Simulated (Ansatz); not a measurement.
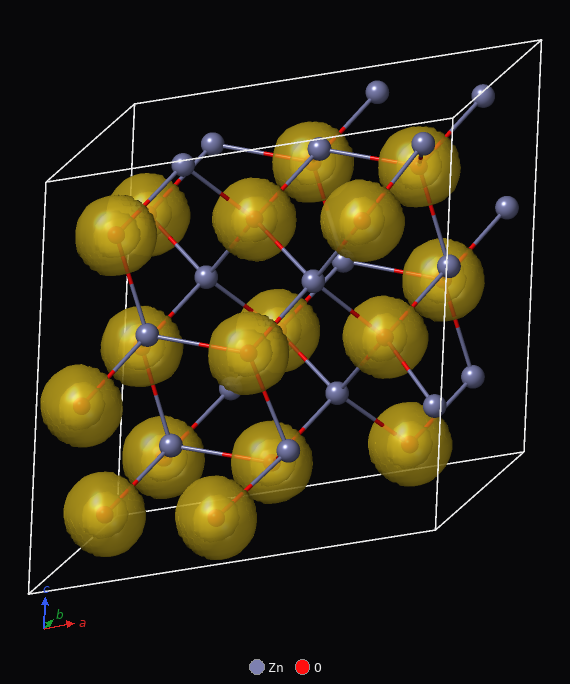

Zn18O17 (cell with a defect). Isosurface of the electron localisation function at 0.75 (yellow), seen slightly off an axis. Only the valence region is drawn (cores and ρ < 0.01 e/Å³ removed). Sticks mark near contacts.

The calculation used DFT PBEsol, scalar-relativistic, plane waves, PAW in Ansatz 0.2.0.

Core electrons are frozen (PAW), and the valence fields are smoothed inside the atomic spheres.

The calculation's input:

```
crystal:
  lattice:
    - [0.0, 5.5953444182, -5.214075575]
    - [4.8457104091, -2.7976722091, -5.214075575]
    - [-4.8457104091, -2.7976722091, -5.214075575]
  atoms:
    - { symbol: Zn, position: [0.9427109946, 0.2703199439, 0.2724818586] }
    - { symbol: Zn, position: [0.277563286, 0.9442299527, 0.277563286] }
    - { symbol: Zn, position: [0.9442299527, 0.6108966193, 0.9442299527] }
    - { symbol: Zn, position: [0.6108966193, 0.6108966193, 0.277563286] }
    - { symbol: Zn, position: [0.277563286, 0.277563286, 0.9442299527] }
    - { symbol: Zn, position: [0.9442299527, 0.9442299527, 0.6108966193] }
    - { symbol: Zn, position: [0.6108966193, 0.9442299527, 0.9442299527] }
    - { symbol: Zn, position: [0.277563286, 0.6108966193, 0.6108966193] }
    - { symbol: Zn, position: [0.6108966193, 0.277563286, 0.6108966193] }
    - { symbol: Zn, position: [0.2220077305, 0.2220077305, 0.5553410638] }
    - { symbol: Zn, position: [0.5553410638, 0.8886743971, 0.5553410638] }
    - { symbol: Zn, position: [0.2220077305, 0.5553410638, 0.2220077305] }
    - { symbol: Zn, position: [0.8886743971, 0.5553410638, 0.5553410638] }
    - { symbol: Zn, position: [0.5625449539, 0.2224970056, 0.2226008152] }
    - { symbol: Zn, position: [0.2220077305, 0.8886743971, 0.8886743971] }
    - { symbol: Zn, position: [0.8997155853, 0.9002894144, 0.2171349299] }
    - { symbol: Zn, position: [0.5553410638, 0.5553410638, 0.8886743971] }
    - { symbol: Zn, position: [0.8894339279, 0.2232470672, 0.8866261467] }
    - { symbol: O, position: [0.1512222695, 0.8178889362, 0.1512222695] }
    - { symbol: O, position: [0.8178889362, 0.4845556029, 0.8178889362] }
    - { symbol: O, position: [0.4845556029, 0.4845556029, 0.1512222695] }
    - { symbol: O, position: [0.1512222695, 0.1512222695, 0.8178889362] }
    - { symbol: O, position: [0.8178889362, 0.8178889362, 0.4845556029] }
    - { symbol: O, position: [0.4845556029, 0.8178889362, 0.8178889362] }
    - { symbol: O, position: [0.1512222695, 0.4845556029, 0.4845556029] }
    - { symbol: O, position: [0.4845556029, 0.1512222695, 0.4845556029] }
    - { symbol: O, position: [0.095666714, 0.095666714, 0.4290000473] }
    - { symbol: O, position: [0.4290000473, 0.7623333807, 0.4290000473] }
    - { symbol: O, position: [0.095666714, 0.4290000473, 0.095666714] }
    - { symbol: O, position: [0.7623333807, 0.4290000473, 0.4290000473] }
    - { symbol: O, position: [0.4290000473, 0.095666714, 0.095666714] }
    - { symbol: O, position: [0.095666714, 0.7623333807, 0.7623333807] }
    - { symbol: O, position: [0.7623333807, 0.7623333807, 0.095666714] }
    - { symbol: O, position: [0.4290000473, 0.4290000473, 0.7623333807] }
    - { symbol: O, position: [0.7623333807, 0.095666714, 0.7623333807] }
  host:
    lattice:
      - [3.2304736061, 0.0, 0.0]
      - [-1.615236803, 2.7976722091, 0.0]
      - [0.0, 0.0, 5.214075575]
    atoms:
      - { symbol: Zn, position: [0.6666666667, 0.3333333333, 0.5006434753] }
      - { symbol: Zn, position: [0.3333333333, 0.6666666667, 0.0006434753] }
      - { symbol: O, position: [0.6666666667, 0.3333333333, 0.8796665247] }
      - { symbol: O, position: [0.3333333333, 0.6666666667, 0.3796665247] }
basis:
  ecutwfc: 420
  xc_grid: 2
kpoints:
  mp_grid: { grid: [2, 2, 2], shift: [0.5, 0.5, 0.5] }
hamiltonian:
  xc: pbesol
scf:
  occupations: { method: gaussian, width: 0.01 }
output:
  forces: true
  stress: false
  eigenvalues: true
  charged_corrections:
    defect_position: [0.81788894, 0.15122227, 0.15122227]
    epsilon: [[10.1176, 0.0, 0.0], [0.0, 10.1176, 0.0], [0.0, 0.0, 10.987]]
  write_density: true
  write_potential: true
  elf: true
  volumetric_format: npy
relax:
  adjacent_minimum: "off"
  f_tol: 0.025
  max_steps: 45
```

Launched as:

```sh
ansatz run input.yaml --threads 4 --pin off --max-ram 8192MiB --backend cpu --events-out ev --progress --plain --runs-dir out
```

The fields are those of the relaxed geometry.

Describe the localisation domains.

Answer. The ELF exceeds this value in 17 regions wrapped around O (the valence shell of each), counted in one cell of 35 atoms. Regions shared between cells count once.

Values along the shortest contacts:
Zn–O (1.97 Å): the ELF peaks at about 0.85 in the valence shell of O, 0.6 Å from its nucleus, and is about 0.25 at the midpoint: no shared electron pair shows on this line.

Metal or insulator at this level of theory?

Answer. It is gapped, with a Kohn–Sham gap of 2.0 eV on the k-point mesh, an upper bound to the gap of this method.
